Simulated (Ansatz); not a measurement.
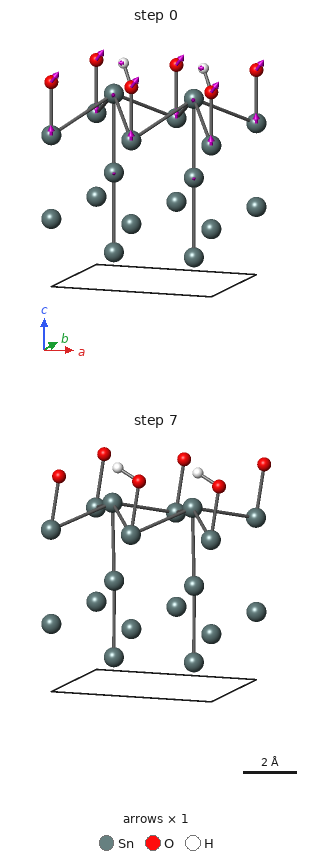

The structure of a slab of composition Sn5HO (cut from the I4/mmm phase) before (top) and after (bottom) a constrained relaxation, at one scale. The purple arrows give the displacements, at their true length.

The picture is a ball-and-stick view of the 2 × 1 repeat of the cell, outlined in the plane, without the vacuum, seen slightly off an axis.

Case: OH put over a Sn atom of a lower plane. The slab is the (1 0 0) face of Sn with OH on it. 2 atoms are held fixed.

Theory: DFT PBEsol, scalar-relativistic, plane waves, PAW (Ansatz 0.2.0).

Input
```yaml
crystal:
  lattice:
    - [3.2346532658, 0.0, 0.0]
    - [0.0, 5.0677589074, 0.0]
    - [0.0, 0.0, 26.3493065316]
  atoms:
    - { symbol: Sn, position: [0.5, 0.5, 0.322589135] }
    - { symbol: Sn, position: [0.0, 0.0, 0.3839693701] }
    - { symbol: Sn, position: [0.5, 0.5, 0.4394881985] }
    - { symbol: Sn, position: [0.0, 0.0, 0.5067941868] }
    - { symbol: Sn, position: [0.5, 0.5, 0.5551121164] }
    - { symbol: O, position: [0.0, 0.0, 0.5847144135] }
    - { symbol: H, position: [-0.1143685113, 0.0300185546, 0.6181118769] }
basis:
  ecutwfc: 420
kpoints:
  mp_grid: { grid: [9, 6, 1] }
hamiltonian:
  xc: pbesol
scf:
  occupations: { method: gaussian, width: 0.1 }
output:
  forces: true
  eigenvalues: true
relax:
  adjacent_minimum: "off"
  f_tol: 0.03
  max_steps: 70
  constraints: [{ sites: [0, 1] }]
efield:
  axis: 3
  dipole_correction: true
  ramp_width: 0.04
```

Run as
```bash
ansatz run input.yaml --threads 2 --pin off --max-ram 5120MiB --backend cpu --events-out ev --progress --plain --runs-dir out
```

What changed between the two?

The largest move is that of O6, 0.54 Å at 36° to the normal (+c side). Largest moves by element: O 0.54 Å, Sn 0.40 Å, H 0.23 Å. The cell doesn't change. Near-neighbour distances that change, for instance: Sn4–Sn5 3.265 → 3.069 Å, Sn4–Sn5 (another image) 3.265 → 3.110 Å, Sn1–Sn3 3.080 → 2.956 Å, Sn4–O6 2.053 → 2.110 Å. Bond angles that change, for instance: Sn4–O6–H7 155.6° → 109.9°, Sn5–Sn4–Sn5 134.1° → 153.4°, Sn5–Sn4–O6 67.0° → 81.8°. After 7 geometry steps the energy has fallen by 0.450 eV per cell of the calculation. Largest force component: 0.94 eV/Å at the start, 0.016 eV/Å at the end. Cost: 110 s on 2 threads of Intel(R) Xeon(R) Platinum 8559C (Emerald Rapids), with other jobs on the host, peak memory 0.89 GiB.

Limits of the set-up: the cell has an odd number of electrons but was run without spin polarisation; the periodic images lie only 3.2 Å apart, so the values are limited by the cell's size.
